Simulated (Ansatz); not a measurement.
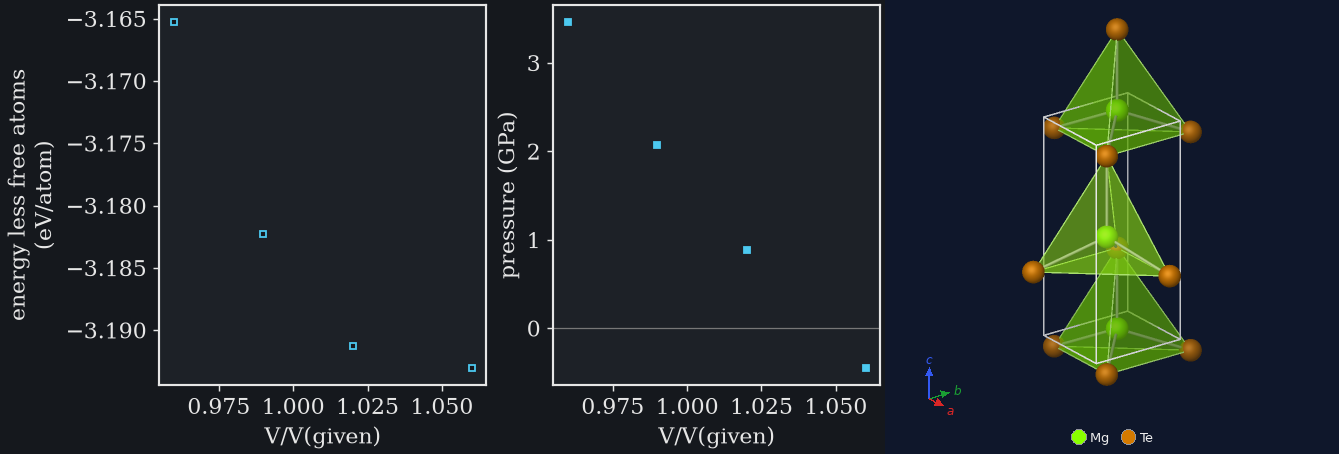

The figure shows the energy less free atoms and pressure against V/V(given) for MgTe, space group P6_3mc (No. 186). The conventional cell is drawn beside the plot.

Starting cell:
```yaml
crystal:
  lattice:
    - [4.54000, 0.00000, 0.00000]
    - [-2.27000, 3.93176, 0.00000]
    - [0.00000, 0.00000, 7.39500]
  atoms:
    - { symbol: Mg, position: [0.33333, 0.66667, 0.00000] }
    - { symbol: Mg, position: [0.66667, 0.33333, 0.50000] }
    - { symbol: Te, position: [0.33333, 0.66667, 0.37000] }
    - { symbol: Te, position: [0.66667, 0.33333, 0.87000] }
```

Method: periodic Kohn-Sham DFT of a crystal at fixed atoms, scaled to the stated factor times the given cell; pressure positive in compression, energy less spherical unpolarised free atoms (Ansatz 0.2.0). Level: PBE.

```json
{"setting": "method", "value": "all-electron LAPW"}
{"setting": "relativity", "value": "scalar"}
{"setting": "k mesh", "value": "9×9×5"}
{"setting": "occupations", "value": "Fermi–Dirac"}
{"setting": "smearing width", "value": "0.03 eV"}
{"setting": "basis error target", "value": "0.5 (meV/atom)"}
{"setting": "nucleus", "value": "Gaussian"}
```

V(given) is 33.00 Å³/atom.

The point at V/V(given) 1.00 is left out of the plot. What does the calculation give there?

| V/V(given) | energy less free atoms (eV/atom) | pressure (GPa) |
| --- | --- | --- |
| 1.00 | −3.1861 | 1.661 |

Limits of the calculation: no spin-orbit coupling on heavy atoms; shape and atomic fractions are frozen while scaling, which makes layered, chain and framework solids too stiff.
